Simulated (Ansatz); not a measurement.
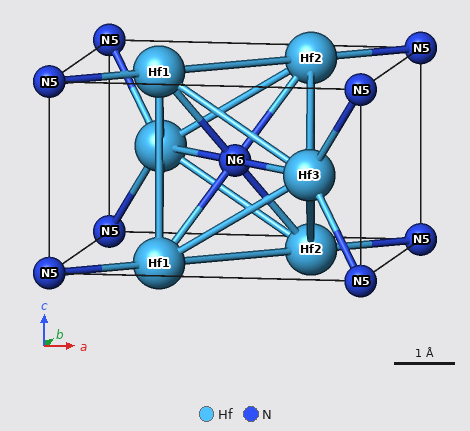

*The input geometry (ball-and-stick view of the cell of the calculation, seen slightly off an axis; atoms are numbered from 1 in the order of the input).*

Near neighbours in the crystal (not all of them lie inside the picture): Hf has 11 Hf at 3.06 to 3.23 Å and 3 N at 2.21 to 2.22 Å; N has 6 Hf at 2.21 to 2.22 Å.

Band-structure calculation, with input and output: Hf$_{2}$N

The run: band-structure calculation of Hf$_{2}$N (P4₂/mnm, 6 atoms in the cell). Method and program: DFT PBEsol, scalar-relativistic, plane waves, PAW, no spin polarisation (Ansatz 0.2.0).

The structure derives from a Materials Project entry. Figures and captions count atoms from 1; the log counts them from 0 in places.

**Input**
```yaml
crystal:
  lattice:
    - [5.2955389254, 0.0, 0.0]
    - [0.0, 5.2955389254, 0.0]
    - [0.0, 0.0, 3.2274489825]
  atoms:
    - { symbol: Hf, position: [0.2954633019, 0.2954633019, 0.0] }
    - { symbol: Hf, position: [0.7045366981, 0.7045366981, 0.0] }
    - { symbol: Hf, position: [0.7954633019, 0.2045366981, 0.5] }
    - { symbol: Hf, position: [0.2045366981, 0.7954633019, 0.5] }
    - { symbol: "N", position: [0.0, 0.0, 0.0] }
    - { symbol: "N", position: [0.5, 0.5, 0.5] }
basis:
  ecutwfc: 420
kpoints:
  mp_grid: { grid: [8, 8, 12] }
  band_path:
    path:
      - [[0.0, 0.0, 0.0], [0.0, 0.5, 0.0], [0.5, 0.5, 0.0], [0.0, 0.0, 0.0], [0.0, 0.0, 0.5], [0.0, 0.5, 0.5], [0.5, 0.5, 0.5], [0.0, 0.0, 0.5]]
      - [[0.0, 0.5, 0.0], [0.0, 0.5, 0.5]]
      - [[0.5, 0.5, 0.0], [0.5, 0.5, 0.5]]
    npoints: 14
hamiltonian:
  xc: pbesol
scf:
  occupations: { method: gaussian, width: 0.1 }
  n_extra_bands: 15
output:
  forces: true
  stress: true
  eigenvalues: true
  populations: true
  dos: { projected: true, de: 0.02, nscf_kmesh: { grid: [12, 12, 18] } }
  bader: true
  write_density: true
  write_potential: true
  elf: true
  volumetric_format: npy
```

Launch command:
```bash
ansatz run input.yaml --threads 1 --pin off --max-ram 2560MiB --backend cpu --events-out ev --progress --plain --runs-dir out
```

**The program's output**
```
scf.n_extra_bands = 15 over 57 filled bands (N_el = 114.0): the run solves 72 bands
Engine: ansatz 0.2.0, x86_64-unknown-linux-gnu
Pseudopotentials: kind: paw
Pseudopotential: Hf, paw, valence charge 26, recommended cutoff 420 eV (normal), Hf.paw.azcp
Pseudopotential: N, paw, valence charge 5, recommended cutoff 420 eV (normal), N.paw.azcp
Functional definition: PBEsol
  exchange = pbesol_x
  correlation = pbesol_c
Crystal: 6 atoms, lattice volume = 90.506 Å³
Basis set: ecut = 420 eV, 1795 PW (Γ), exchange–correlation on 72×72×48 points (8 copies of the dense FFT grid, shifted against one another)
Bands: 72, of which v1, the nominal top of the filled ones, is band 57 counted from 1 (56 counted from 0)
Symmetry: 16 space group operations
Space group: P42/mnm (ITA 136), of the structure as read, at distance tolerance 4.5e-5 Å
k-points: 105 of 768
Non-local potential: Hf, projectors of the file, l = 0: 3, l = 1: 2, l = 2: 2, l = 3: 3
Non-local potential: N, projectors of the file, l = 0: 2, l = 1: 2, l = 2: 1
PAW form: soft (Blöchl's): semilocal exchange-correlation on the pseudo side does not see the compensation charge
PAW frozen core: Hf, regenerated for the run's functional, and the local potential with it (the file was generated under x = pbe(κ = 0.804, μ = 0.2195149727645171), c = pbe(β = 0.06672455060314922))
PAW frozen core: N, regenerated for the run's functional, and the local potential with it (the file was generated under x = pbe(κ = 0.804, μ = 0.2195149727645171), c = pbe(β = 0.06672455060314922))
PAW one-centre angular grid: Hf, 590 points (default); XC on 64 Gauss nodes
PAW one-centre angular grid: N, 110 points (default); XC on 64 Gauss nodes
Initial density: superposition of atomic densities (neutral atoms: chi_scale 0, normalization atom), corrected by the library's trained network
Initial wavefunctions: pseudopotential atomic-orbital guess
Functional: x = pbesol(κ = 0.804, μ = 0.12345679012345678), c = pbesol(β = 0.046)
SCF iter   1: F=—  HF=-63157.100860 eV  |F-HF|=—  |Δ(HF+E_count)|=         —  Δρ=6.58e-3  dr2=1.89e-2  ethr=1.77e-3  ⟨swp⟩=4.8  Hψ=22256  notcnv=0  defer=160
preconditioner: auto → Kerker (q_TF=auto, 2.835 Å⁻¹)  [metal: Δε(μ)=0.037 eV  Ē_g=18.418 eV  σ=0.100 eV  W_gap=0.20  n_scr=38 (ndim 8)  ℏωp=40.2 eV  f_vac=0.000  D(μ)=2.54/eV (n_scr^D=10)]
SCF iter   2: F=—  HF=-63157.099679 eV  |F-HF|=—  |Δ(HF+E_count)|=   1.18e-3  Δρ=4.05e-3  dr2=7.75e-3  ethr=1.66e-5  ⟨swp⟩=2.0  Hψ=9912  notcnv=0  defer=378
SCF iter   3: F=—  HF=-63157.099453 eV  |F-HF|=—  |Δ(HF+E_count)|=   2.26e-4  Δρ=8.58e-4  dr2=5.40e-4  ethr=6.80e-6  ⟨swp⟩=2.4  Hψ=11730  notcnv=0  defer=378
SCF iter   4: F=—  HF=-63157.099033 eV  |F-HF|=—  |Δ(HF+E_count)|=   4.19e-4  Δρ=3.72e-4  dr2=9.13e-5  ethr=4.74e-7  ⟨swp⟩=2.0  Hψ=12709  notcnv=0  defer=378
SCF iter   5: F=—  HF=-63157.098998 eV  |F-HF|=—  |Δ(HF+E_count)|=   3.54e-5  Δρ=1.63e-4  dr2=1.77e-5  ethr=8.01e-8  ⟨swp⟩=2.1  Hψ=11341  notcnv=0  defer=378
SCF iter   6: F=—  HF=-63157.098996 eV  |F-HF|=—  |Δ(HF+E_count)|=   1.94e-6  Δρ=3.50e-5  dr2=1.52e-6  ethr=1.55e-8  ⟨swp⟩=2.0  Hψ=10930  notcnv=0  defer=378
SCF iter   7: F=—  HF=-63157.098996 eV  |F-HF|=—  |Δ(HF+E_count)|=   3.06e-7  Δρ=9.66e-6  dr2=1.28e-7  ethr=1.34e-9  ⟨swp⟩=2.1  Hψ=11186  notcnv=0  defer=378
SCF iter   8: F=-63157.098996 eV  HF=-63157.098996 eV  |F-HF|=1.06e-8  |Δ(HF+E_count)|=   4.64e-8  Δρ=3.00e-6  dr2=1.40e-8  ethr=8.77e-11  ⟨swp⟩=13.4  Hψ=55201  notcnv=0
SCF 1 converged in 8 iterations: F = -63157.098996 eV  dr2 = 1.40e-8
  greatest PAW one-centre occupation: 0.998 electrons in one spin orbital (limit 2), on the Hf atom at site 3 (counted from 0), in its partial waves of l = 3
```

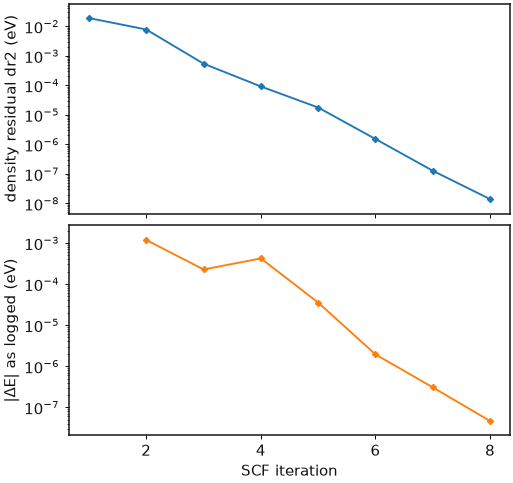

*Convergence of the self-consistent field: density residual dr2 and size of the energy change against the SCF iteration.*

The residual falls at every step.

```
NSCF: frozen V_eff on 129 k-points
NSCF: frozen V_eff on 280 k-points
SCF converged after 8 iterations
Free energy (F): -63157.098996 eV
Harris-Foulkes:  -63157.098996 eV  (|F-HF|=1.06e-8)
Internal energy: -63157.086270 eV  (E = F + TS)
E sigma→0 (E₀):  -63157.092633 eV
Entropy (-TS):   -0.012726 eV (-2.121 meV/atom)
Fermi energy:    21.191867 eV
--- Per-component energies (eV) ---
  E_band       = 411.380198
  E_kinetic    = 1963.690466
  E_local      = -19854.173597  (includes V_loc(G=0)·N_el)
  E_nonlocal   = -4862.532722
  E_hartree    = 9372.716794
  E_xc         = -1313.248659
  E_vxc        = -1220.721325  (∫ρ·V_xc dr)
  E_paw        = -27474.242141  (= ΣΔE_a)
  E_vpaw       = 5639.681994  (= ΣTr[D̂ρ^β])
  E_aug_tail   = 0.000184  (compensation charges beyond the density's cutoff)
  E_ewald      = -20994.357157
  E_core_change = 5.060564  (= ΣΔE_core)
  E_smearing   = -0.012726  (= −TS)
  E_closure    = -0.000000  (closes the sum)
  Σ components = -63157.098996   (vs F -63157.098996, Δ=0.00e0)
--- Forces (eV/Å), atoms counted from 1 ---
  atom   1  Hf    -0.00342441    -0.00342441     0.00000000
  atom   2  Hf     0.00342441     0.00342441     0.00000000
  atom   3  Hf    -0.00342441     0.00342441     0.00000000
  atom   4  Hf     0.00342441    -0.00342441     0.00000000
  atom   5  N     -0.00000000    -0.00000000     0.00000000
  atom   6  N     -0.00000000     0.00000000     0.00000000
  max |Σ_I F_I| component: 1.39e-17 eV/Å
--- Stress (GPa, compression-positive) ---
       -0.027299       0.000000       0.000000
        0.000000      -0.027299       0.000000
        0.000000       0.000000      -0.001493
  P = ⅓ Tr σ = -0.0187 GPa (-0.187 kbar)
--- Band table (eV; the first three rows and the last of 105) ---
  k-point 0: bands = ["-40.4405", "-40.3719", "-40.3719", "-40.3419", "-9.9673", "-9.4496", "-9.3852", "-9.3852", "-9.1511", "-8.9953", "-8.9056", "-8.9056", "-8.7792", "-8.7792", "-8.7761", "-8.7407", "4.9553", "6.7867", "9.6005", "9.6066", "9.6066", "9.6255", "9.6383", "9.6497", "9.6497", "9.6515", "9.6515", "9.6544", "9.6597", "9.6608", "9.6631", "9.6633", "9.6633", "9.6786", "9.6808", "9.6808", "9.6913", "9.6917", "9.6917", "9.6938", "9.6989", "9.7180", "9.7186", "9.7293", "9.7293", "9.7633", "14.3623", "14.3623", "15.6083", "16.3873", "16.6550", "16.6550", "17.7104", "19.0209", "21.0814", "21.9666", "22.2198", "22.3224", "22.3224", "22.7594", "22.9548", "22.9548", "23.9559", "24.3254", "24.4696", "24.4696", "27.3765", "27.3765", "27.9120", "27.9379", "27.9379", "27.9623"]
  k-point 1: bands = ["-40.4376", "-40.3708", "-40.3708", "-40.3424", "-9.9491", "-9.4355", "-9.3724", "-9.3724", "-9.1726", "-9.0078", "-8.9353", "-8.9353", "-8.8144", "-8.7853", "-8.7853", "-8.7505", "5.0144", "6.7769", "9.6035", "9.6100", "9.6100", "9.6282", "9.6375", "9.6444", "9.6444", "9.6518", "9.6518", "9.6559", "9.6566", "9.6587", "9.6648", "9.6680", "9.6680", "9.6789", "9.6789", "9.6817", "9.6895", "9.6934", "9.6934", "9.6944", "9.7019", "9.7160", "9.7178", "9.7265", "9.7265", "9.7604", "14.4887", "14.4887", "15.3753", "16.6594", "16.6594", "16.6597", "17.5624", "19.1513", "20.9846", "21.6965", "21.6965", "21.7306", "22.3767", "22.9467", "23.5157", "23.5157", "24.0871", "24.4174", "24.4174", "24.5571", "27.4639", "27.4639", "27.6248", "27.8547", "27.8547", "27.9027"]
  k-point 2: bands = ["-40.4296", "-40.3676", "-40.3676", "-40.3441", "-9.8970", "-9.3946", "-9.3353", "-9.3353", "-9.2287", "-9.0493", "-9.0138", "-9.0138", "-8.9147", "-8.8056", "-8.8056", "-8.7796", "5.1772", "6.7408", "9.6124", "9.6193", "9.6193", "9.6353", "9.6353", "9.6358", "9.6363", "9.6500", "9.6537", "9.6537", "9.6540", "9.6620", "9.6699", "9.6707", "9.6707", "9.6791", "9.6791", "9.6841", "9.6845", "9.6961", "9.6964", "9.6964", "9.7006", "9.7156", "9.7195", "9.7195", "9.7219", "9.7516", "14.8334", "14.8334", "15.0221", "16.6657", "16.6657", "17.1677", "17.1827", "19.4961", "20.7341", "20.9188", "20.9188", "21.2854", "22.6587", "23.4726", "24.1398", "24.1398", "24.2685", "24.2685", "24.3517", "25.2203", "27.1829", "27.6048", "27.6048", "27.6553", "27.7805", "27.7805"]
  k-point 104: bands = ["-40.3723", "-40.3723", "-40.3562", "-40.3562", "-9.7935", "-9.7935", "-9.5451", "-9.5451", "-9.0417", "-9.0417", "-9.0067", "-9.0067", "-8.9983", "-8.9983", "-8.8594", "-8.8594", "6.0746", "6.0746", "9.6313", "9.6313", "9.6500", "9.6500", "9.6507", "9.6507", "9.6532", "9.6532", "9.6554", "9.6554", "9.6554", "9.6554", "9.6693", "9.6693", "9.6799", "9.6799", "9.6809", "9.6809", "9.6866", "9.6866", "9.6965", "9.6965", "9.6985", "9.6985", "9.7002", "9.7002", "9.7330", "9.7330", "15.4300", "15.4300", "15.7202", "15.7202", "16.2238", "16.2238", "19.4788", "19.4788", "20.3075", "20.3075", "20.6320", "20.6320", "22.4867", "22.4867", "24.1206", "24.1206", "25.8480", "25.8480", "26.9601", "26.9601", "27.5245", "27.5245", "28.0265", "28.0265", "28.8865", "28.8865"]
--- Löwdin populations: 6 sites ---
  site symbol       q [e]
     0     Hf     25.6394
     1     Hf     25.6394
     2     Hf     25.6394
     3     Hf     25.6394
     4      N      5.5573
     5      N      5.5573
  spilling = 0.002875 (of n_electrons = 114.000000)
--- Bader charges: 6 sites ---
  site symbol  charge [e]  shift [e]
     0     Hf      0.9659     0.0015
     1     Hf      0.9658     0.0015
     2     Hf      0.9658     0.0015
     3     Hf      0.9658     0.0015
     4      N     -1.9317     0.0030
     5      N     -1.9317     0.0030
  estimated error of the sums over rays = 5.7e-4 e
```

**File populations.tsv**
```
# site	symbol	l	j	q
# orbitals = lowdin
# n_electrons = 114.000000
# spilling = 0.002875
0	Hf	0_5S	-	1.952418
0	Hf	0_6S	-	0.630852
0	Hf	1_5P	-	5.979722
0	Hf	2_5D	-	3.084534
0	Hf	3_4F	-	13.991895
1	Hf	0_5S	-	1.952418
1	Hf	0_6S	-	0.630852
1	Hf	1_5P	-	5.979722
1	Hf	2_5D	-	3.084534
1	Hf	3_4F	-	13.991895
2	Hf	0_5S	-	1.952418
2	Hf	0_6S	-	0.630852
2	Hf	1_5P	-	5.979722
2	Hf	2_5D	-	3.084534
2	Hf	3_4F	-	13.991895
3	Hf	0_5S	-	1.952418
3	Hf	0_6S	-	0.630852
3	Hf	1_5P	-	5.979722
3	Hf	2_5D	-	3.084534
3	Hf	3_4F	-	13.991895
4	N	0_2S	-	1.427886
4	N	1_2P	-	4.129378
5	N	0_2S	-	1.427886
5	N	1_2P	-	4.129378
```

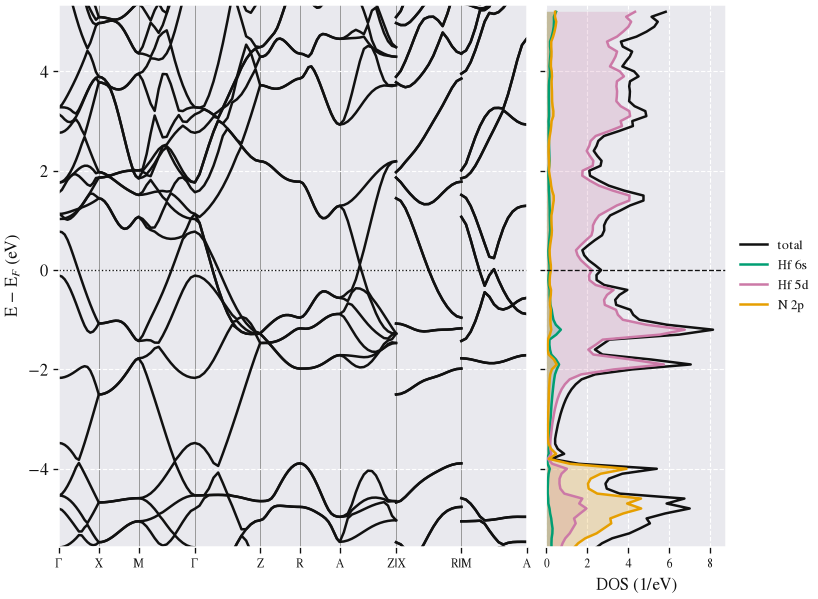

*Band structure along Γ–X–M–Γ–Z–R–A–Z|X–R|M–A and density of states (projected on Löwdin-orthogonalised atomic shells), with energies from the Fermi level.*

Bands cross the Fermi level: a metal at this level of theory.

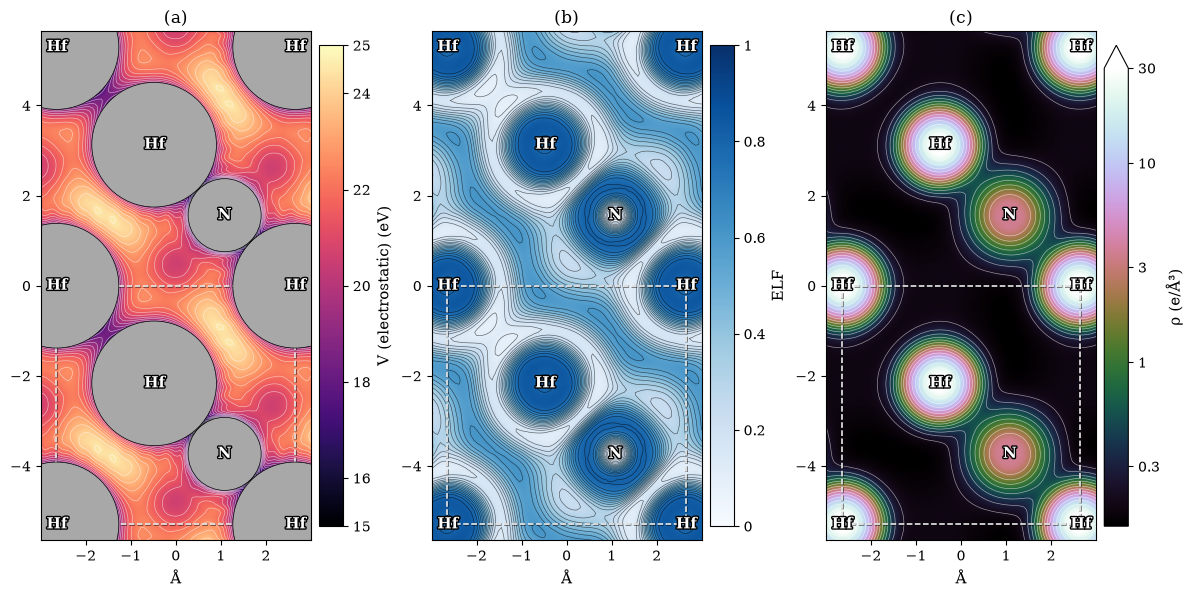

*(a) electrostatic potential energy of an electron; (b) electron localisation function; (c) valence electron density on the (001) plane of the conventional cell. Grey discs, where drawn, cover atomic cores.*

Atoms in the plane: Hf and N. Hf–N (2.21 Å): the density is about 0.58 e/Å³ at the midpoint; the ELF peaks at about 0.80 in the valence shell of N, 0.6 Å from its nucleus, and drops to about 0.15 between the two atoms (a polar contact without a shared pair, in a metal). Hf–Hf (3.06 Å): ρ is about 0.19 e/Å³ halfway; the ELF is about 0.10 at the midpoint (no shared electron pair). Away from the nuclei the density in this plane falls to 0.15 e/Å³ at its lowest. 5. The strong features right at Hf lie inside the PAW spheres (semicore, d or f shells) and say nothing about bonding. Outside the cores the potential energy rises away from the atoms and is highest about 1.9 Å from the nearest atoms; outside the discs it spans about 9 eV, and its zero is arbitrary. The fields are those of the smooth PAW valence density.

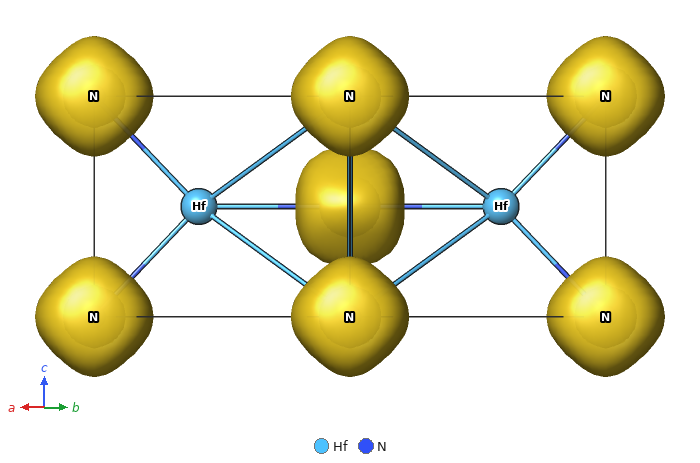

*Isosurface of the ELF at 0.7 (yellow), seen along [110]. Only the valence region is drawn (cores and ρ < 0.01 e/Å³ removed). Sticks mark near contacts. The outline is the cell set on symmetry axes.*

Values along the shortest contacts: Hf–N (2.21 Å): the ELF peaks at about 0.80 in the valence shell of N, 0.6 Å from its nucleus, and drops to about 0.15 between the two atoms (a polar contact without a shared pair, in a metal). Hf–Hf (3.06 Å): the ELF is about 0.10 at the midpoint (no shared electron pair).

**Key numbers**

| quantity | value |
| --- | --- |
| outcome | converged |
| space group (tolerance 0.01 Å) | P4₂/mnm (136) |
| electrons treated | 114 |
| free energy | −63157.0990 eV |
| Fermi energy | 21.192 eV |
| gap on the k-point mesh | none (metallic) |
| pressure | −0.02 GPa |
| largest force (length of the vector) | 0.005 eV/Å |
| hardware | 1 thread of Intel Xeon @ 2.50GHz (Skylake/Cascade Lake), 192 GiB of memory available, shared host |
| wall time | 3.8 min |
| peak memory | 1.2 GiB |

**Notes**

Spin–orbit coupling is left out, which matters for Hf.
